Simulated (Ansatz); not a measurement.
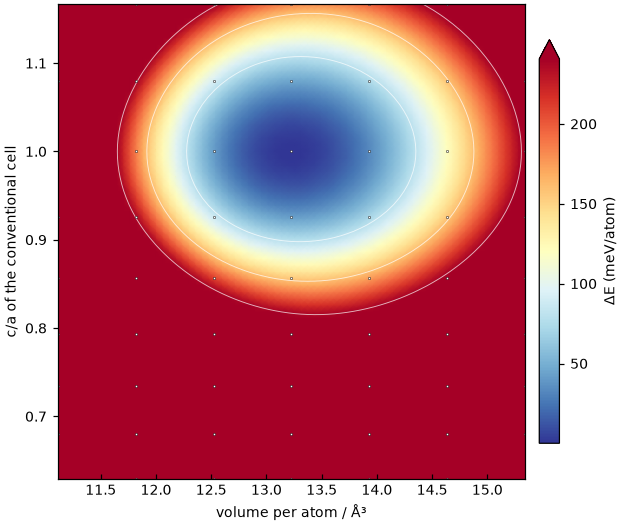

Rh (Fm-3m, No. 225; 1 atom in the cell). 
- The energy is mapped over volume and the cell's shape.
- The first coordinate is: volume per atom; the second: c/a of the conventional cell.
- Nothing is relaxed (symmetry fixes all fractional coordinates).
- The scan uses a 7 × 9 grid.
- Points are written as (first, second).
- Energies: meV/atom, counted from the lowest grid point.
- Level of theory: DFT LDA, scalar-relativistic, plane waves, PAW in Ansatz. Settings: cutoff 420 eV, k-mesh 22×22×22, gaussian smearing 0.15 eV, no spin polarisation.

Drawn: a smooth colour map with a few white contour lines, dots at the grid points, one colour for all values above the top of the scale. Between grid points the surface is interpolated.

> Estimate the position of the minimum and the force constants in these coordinates.

The interpolated minimum is at volume per atom ≈ 13.23 Å³, c/a of the conventional cell ≈ 1.000. The curvatures there are about 0.15 eV/(Å³)² and 15 eV, with a cross term of about 0 eV/Å³ (per cell of 1 atoms). Round the minimum the two coordinates are nearly uncoupled.

PAW datasets: the set soft_1.
